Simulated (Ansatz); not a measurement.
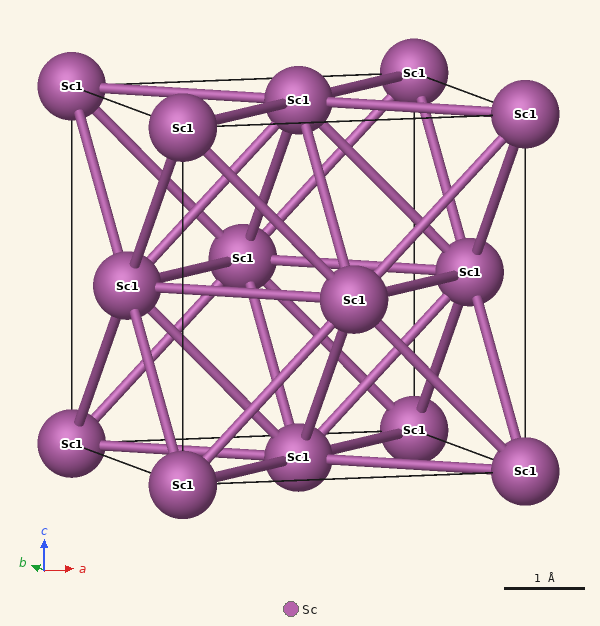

Reference structure: crystalline Sc (set up in Fm-3m). A ball-and-stick model of the conventional cell (4 times the calculation's cell), seen slightly off an axis. Lengths and directions refer to the drawn axes.

Method: DFT, PBEsol, PAW with Ansatz's default frozen-core files, scalar-relativistic in Ansatz 0.2.0. (plane-wave cutoff 420 eV; k-point mesh 12 × 12 × 12; occupations fermi dirac; smearing width 0.03 eV; no spin polarisation)

Now this is done to it. All lengths are scaled by +1.3 % (volume +4.0 %), the atoms keeping their fractional coordinates. No relaxation follows.

Input file:
```yaml
crystal:
  lattice:
    - [0.0, 2.3003784264, 2.3003784264]
    - [2.3003784264, 0.0, 2.3003784264]
    - [2.3003784264, 2.3003784264, 0.0]
  atoms:
    - { symbol: Sc, position: [0.0, 0.0, 0.0] }
kpoints:
  mp_grid: { grid: [12, 12, 12] }
scf:
  occupations: { method: fermi_dirac, width: 0.03 }
hamiltonian:
  xc: pbesol
  pseudopotentials: { kind: paw }
output:
  forces: true
  stress: true
  eigenvalues: true
  efg: { contact_densities: true }
```

Run as
```bash
ansatz run input.yaml --threads 1 --pin off --max-ram 2048MiB --backend cpu --events-out ev --progress --plain --runs-dir out
```

**What does the calculation give for the changed structure?**

Near-neighbour distances before and after: Sc–Sc 3.211 → 3.253 Å. The space group stays Fm-3m (No. 225). Energy change: +3.4 meV per atom. The pressure goes from 0.5 to −1.6 GPa. All forces vanish by symmetry.
